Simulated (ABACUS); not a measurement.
## Single-point calculation at one volume of an equation of state, with input and output: Hf (part 2 of 2)

Continued. System: Hf (Fm-3m, 1 atom in the cell). Method: Kohn-Sham DFT of a periodic cell, PBE, PseudoDojo NC SR 0.4.1 PBE standard, no spin polarisation (ABACUS 3.10.1); cutoff 1360.57 eV, 10×10×10 k-mesh, fermi-dirac of 0.05 eV. The structure derives from an entry of the Crystallography Open Database. It belongs to a series of runs on one base structure; here: volume scaled by 1.0.

Geometry of the input (Å; fractional positions):
```
0.0000  2.2200  2.2200
2.2200  0.0000  2.2200
2.2200  2.2200  0.0000
Hf 0.0000  0.0000  0.0000
```

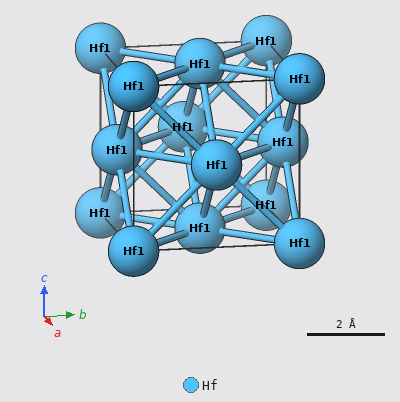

**Figure 1.** The structure as given in the input (ball-and-stick view of the cell 4 times as large as that of the calculation, set on its symmetry axes, seen slightly off an axis; atoms are numbered from 1 in the order of the input).

**Output, continued**
```
----------------------------------------------------------
 E_KohnSham     -112.8205525440      -1535.0023661072
 E_Harris       -112.9011212935      -1536.0985601810
 E_Fermi        1.0922791300         14.8612199740
----------------------------------------------------------

 LCAO ALGORITHM --------------- ION=   1  ELEC=   3--------------------------------

 Density error is 0.001868515202
----------------------------------------------------------
     Energy           Rydberg                 eV
----------------------------------------------------------
 E_KohnSham     -112.8205796629      -1535.0027350786
 E_Harris       -112.8191105344      -1534.9827465591
 E_Fermi        1.0905320727         14.8374500399
----------------------------------------------------------

 LCAO ALGORITHM --------------- ION=   1  ELEC=   4--------------------------------

 Density error is 4.38110657289e-05
----------------------------------------------------------
     Energy           Rydberg                 eV
----------------------------------------------------------
 E_KohnSham     -112.8205798899      -1535.0027381671
 E_Harris       -112.8206622947      -1535.0038593418
 E_Fermi        1.0905769734         14.8380609462
----------------------------------------------------------

 LCAO ALGORITHM --------------- ION=   1  ELEC=   5--------------------------------

 Density error is 4.23203291767e-06
----------------------------------------------------------
     Energy           Rydberg                 eV
----------------------------------------------------------
 E_KohnSham     -112.8205798901      -1535.0027381691
 E_Harris       -112.8205286599      -1535.0020411468
 E_Fermi        1.0905770845         14.8380624576
----------------------------------------------------------

 LCAO ALGORITHM --------------- ION=   1  ELEC=   6--------------------------------

 Density error is 2.42718540741e-07
----------------------------------------------------------
     Energy           Rydberg                 eV
----------------------------------------------------------
 E_KohnSham     -112.8205798900      -1535.0027381681
 E_Harris       -112.8205800327      -1535.0027401092
 E_Fermi        1.0905782608         14.8380784618
----------------------------------------------------------

 LCAO ALGORITHM --------------- ION=   1  ELEC=   7--------------------------------

 Density error is 7.19513904527e-09
----------------------------------------------------------
     Energy           Rydberg                 eV
----------------------------------------------------------
 E_KohnSham     -112.8205798900      -1535.0027381679
 E_KS(sigma->0) -112.8201755387      -1534.9972366868
 E_Harris       -112.8205797906      -1535.0027368155
 E_band         -9.9441770371        -135.2974696251
 E_one_elec     -19.5323985571       -265.7519159836
 E_Hartree      13.9237763027        189.4426953935
 E_xc           -28.5234346156       -388.0812373022
 E_Ewald        -78.6877143174       -1070.6012773133
 E_entropy(-TS) -0.0008087025        -0.0110029623
 E_descf        0.0000000000         0.0000000000
 E_exx          0.0000000000         0.0000000000
 E_Fermi        1.0905782531         14.8380783575
----------------------------------------------------------

 charge density convergence is achieved
 final etot is -1535.0027382 eV
 EFERMI = 14.838078357 eV

 STATE ENERGY(eV) AND OCCUPATIONS    NSPIN == 1
 1/47 kpoint (Cartesian) = 0.0000 0.0000 0.0000 (606 pws)
       1       -46.8724     0.00200000
       2       -15.0961     0.00200000
       3       -15.0961     0.00200000
       4       -15.0961     0.00200000
       5        7.54077     0.00200000
       6        16.2564    9.58340e-16
       7        16.2564    9.58340e-16
       8        16.2564    9.58340e-16
       9        19.1173    1.35594e-40
      10        19.1173    1.35594e-40

 2/47 kpoint (Cartesian) = 0.022523 0.022523 0.022523 (623 pws)
       1       -46.8659      0.0160000
       2       -15.1851      0.0160000
       3       -15.1073      0.0160000
       4       -15.1073      0.0160000
       5        7.89519      0.0160000
       6        15.9104    7.76358e-12
       7        16.4172    3.07624e-16
       8        16.4172    3.07624e-16
       9        18.9472    3.25814e-38
      10        18.9472    3.25814e-38

 3/47 kpoint (Cartesian) = 0.045045 0.045045 0.045045 (625 pws)
       1       -46.8488      0.0160000
       2       -15.4123      0.0160000
       3       -15.1366      0.0160000
       4       -15.1366      0.0160000
       5        8.85354      0.0160000
       6        15.2236    7.16571e-06
       7        16.6552    2.63410e-18
       8        16.6552    2.63410e-18
       9        18.8618    1.79587e-37
      10        18.8618    1.79587e-37

 4/47 kpoint (Cartesian) = 0.067568 0.067568 0.067568 (615 pws)
       1       -46.8275      0.0160000
       2       -15.6823      0.0160000
       3       -15.1724      0.0160000
       4       -15.1724      0.0160000
       5        10.0568      0.0160000
       6        14.8153     0.00978869
       7        16.4802    8.72968e-17
       8        16.4802    8.72968e-17
       9        19.5665    1.36143e-43
      10        19.5665    1.36143e-43

 5/47 kpoint (Cartesian) = 0.090090 0.090090 0.090090 (613 pws)
       1       -46.8102      0.0160000
       2       -15.8928      0.0160000
       3       -15.2011      0.0160000
       4       -15.2011      0.0160000
       5        10.8945      0.0160000
       6        15.0913    0.000100411
       7        16.1577    5.52323e-14
       8        16.1577    5.52323e-14
       9        20.7035    1.81161e-53
      10        20.7035    1.81161e-53

 6/47 kpoint (Cartesian) = 0.11261 0.11261 0.11261 (616 pws)
       1       -46.8036     0.00800000
       2       -15.9715     0.00800000
       3       -15.2120     0.00800000
       4       -15.2120     0.00800000
       5        11.1225     0.00800000
       6        15.4690    2.64950e-08
       7        16.0249    3.93412e-13
       8        16.0249    3.93412e-13
       9        21.3003    5.92686e-59
      10        21.3003    5.92686e-59

[... levels at 41 further k points ...]

 correction force for each atom along direction 1 is -6.72091e-15
 correction force for each atom along direction 2 is -1.55212e-14
 correction force for each atom along direction 3 is 6.94351e-15
------------------------------------------------------------------------------------------
 TOTAL-FORCE (eV/Angstrom)
------------------------------------------------------------------------------------------
                       Hf1         0.0000000000         0.0000000000         0.0000000000
------------------------------------------------------------------------------------------

----------------------------------------------------------------
 TOTAL-STRESS (KBAR)
----------------------------------------------------------------
        33.9734332763         0.0000000000        -0.0000000000
         0.0000000000        33.9734332763         0.0000000000
         0.0000000000         0.0000000000        33.9734332763
----------------------------------------------------------------
 TOTAL-PRESSURE: 33.973433 KBAR

 --------------------------------------------
 !FINAL_ETOT_IS -1535.0027381679203700 eV
 --------------------------------------------
```

**Standard output**
```
ABACUS v3.10.1

               Atomic-orbital Based Ab-initio Computation at UStc

%%%%%%%%%%%%%%%%%%%%%%%%%%%%%%%%%%%%%%%%%%%%%%%%%%%%%%%%%%%%%%%%%%%%%%%%%%%%%%%%%%%%%%%%%%%%%%%%%%%%%%%%%
 Warning: the number of valence electrons in pseudopotential > 4 for Hf: [Xe] 4f14 5d2 6s2
 Pseudopotentials with additional electrons can yield (more) accurate outcomes, but may be less efficient.
 If you're confident that your chosen pseudopotential is appropriate, you can safely ignore this warning.
%%%%%%%%%%%%%%%%%%%%%%%%%%%%%%%%%%%%%%%%%%%%%%%%%%%%%%%%%%%%%%%%%%%%%%%%%%%%%%%%%%%%%%%%%%%%%%%%%%%%%%%%%

 UNIFORM GRID DIM        : 40 * 40 * 40
 UNIFORM GRID DIM(BIG)   : 8 * 8 * 8
 ---------------------------------------------------------
 Self-consistent calculations for electrons
 ---------------------------------------------------------
 SPIN    KPOINTS         PROCESSORS  THREADS     NBASE
 1       47              4           4           26
 ---------------------------------------------------------
 Use Systematically Improvable Atomic bases
 ---------------------------------------------------------
 ELEMENT ORBITALS        NBASE       NATOM       XC
 Hf      3s2p2d1f-8au    26          1
 ---------------------------------------------------------
 Initial plane wave basis and FFT box
 ---------------------------------------------------------
 -------------------------------------------
 SELF-CONSISTENT :
 -------------------------------------------
 START CHARGE      : atomic
 ITER       ETOT/eV          EDIFF/eV         DRHO     TIME/s
 GE1     -1.53498248e+03   0.00000000e+00   4.3084e-02   0.50
 GE2     -1.53500237e+03  -1.98875248e-02   1.1148e-02   0.46
 GE3     -1.53500274e+03  -3.68971478e-04   1.8685e-03   0.49
 GE4     -1.53500274e+03  -3.08847490e-06   4.3811e-05   0.48
 GE5     -1.53500274e+03  -1.95185409e-09   4.2320e-06   0.47
 GE6     -1.53500274e+03   9.57462255e-10   2.4272e-07   0.47
 GE7     -1.53500274e+03   1.93155249e-10   7.1951e-09   0.47
----------------------------------------------------------------
 TOTAL-STRESS (KBAR)
----------------------------------------------------------------
        33.9734332763         0.0000000000        -0.0000000000
         0.0000000000        33.9734332763         0.0000000000
         0.0000000000         0.0000000000        33.9734332763
----------------------------------------------------------------
 TOTAL-PRESSURE: 33.973433 KBAR
```

**File mulliken.txt**
```
 0
CALCULATE THE MULLIkEN ANALYSIS FOR EACH ATOM
 Total charge:	12
Decomposed Mulliken populations
0                             Zeta of Hf              Spin 1
s                                      0              1.9983
s                                      1              1.0675
s                                      2             -0.0409
SUM OVER M+Zeta                                       3.0249

pz                                     0              1.9990
px                                     0              1.9995
py                                     0              2.0047
SUM OVER M                                            6.0032
pz                                     1              0.1843
px                                     1              0.1071
py                                     1              0.1197
SUM OVER M                                            0.4112
SUM OVER M+Zeta                                       6.4143

dz^2                                   0              0.5908
dxz                                    0              0.1944
dyz                                    0              0.5607
dx^2-y^2                               0              0.2916
dxy                                    0              0.9297
SUM OVER M                                            2.5672
dz^2                                   1             -0.0201
dxz                                    1             -0.0198
dyz                                    1             -0.0522
dx^2-y^2                               1             -0.0049
dxy                                    1             -0.0115
SUM OVER M                                           -0.1084
SUM OVER M+Zeta                                       2.4588

fz^3                                   0              0.0205
fxz^2                                  0              0.0053
fyz^2                                  0              0.0143
fzx^2-zy^2                             0              0.0038
fxyz                                   0              0.0339
fx^3-3*xy^2                            0              0.0054
f3yx^2-y^3                             0              0.0187
SUM OVER M                                            0.1019
SUM OVER M+Zeta                                       0.1019

SUM OVER M+Zeta+L                                    12.0000

Total Charge on atom:                 Hf             12.0000
```

**Key numbers**

```json
{"quantity": "outcome", "value": "converged"}
{"quantity": "space group (tolerance 0.01 Å)", "value": "Fm-3m (225)"}
{"quantity": "electrons treated", "value": "12"}
{"quantity": "free energy", "value": "−1535.0027 eV"}
{"quantity": "Fermi energy", "value": "14.838 eV"}
{"quantity": "gap on the k-point mesh", "value": "none (metallic)"}
{"quantity": "pressure", "value": "3.40 GPa"}
{"quantity": "largest force (length of the vector)", "value": "under 0.001 eV/Å"}
{"quantity": "wall time", "value": "4.3 s (CPU time 17 s)"}
{"quantity": "peak memory", "value": "0.4 GiB"}
```

**Remarks**

Points of doubt noted for this run: home made orbitals. Spin–orbit coupling is left out, which matters for Hf.
